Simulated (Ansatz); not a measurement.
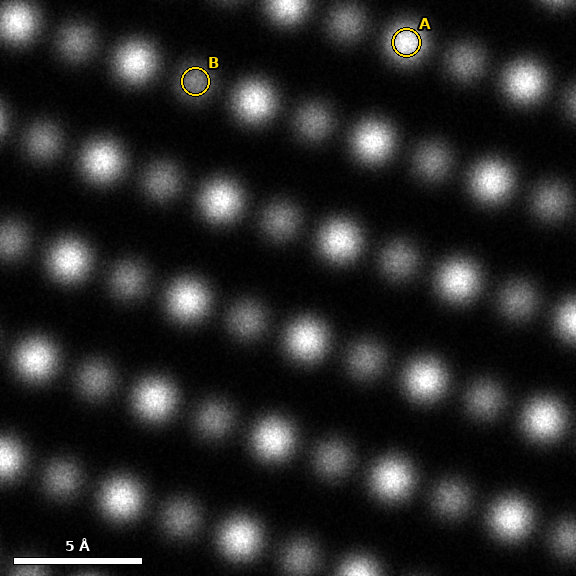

Dark-field STEM-like image of Cs (P6/mmm, No. 191) along [210]. The image is simulated as a sum over atoms of Z^1.7, blurred by a 1.30 Å probe (no channelling). Shot noise was added. Atomic positions: the geometry relaxed with Ansatz 0.2.0, DFT, LDA (PW92), plane waves (420 eV) with PAW, scalar-relativistic; the starting structure was generated, so it need not be a known form of this composition.

```yaml
crystal:
  lattice:
    - [8.22419, 0.00000, 0.00000]
    - [-4.11209, 7.12236, 0.00000]
    - [0.00000, 0.00000, 4.92121]
  atoms:
    - { symbol: Cs, position: [0.00000, 0.00000, 0.00000] }
    - { symbol: Cs, position: [0.33333, 0.66667, 0.50000] }
    - { symbol: Cs, position: [0.66667, 0.33333, 0.50000] }
```

Assign the marked columns.

Answer. A: Cs (2 Cs per 14.24 Å along the beam; the brightest kind). B: Cs (1 Cs per 14.24 Å along the beam; about 50 % of the brightest peak). Brightness is counted from the darkest point of the image.
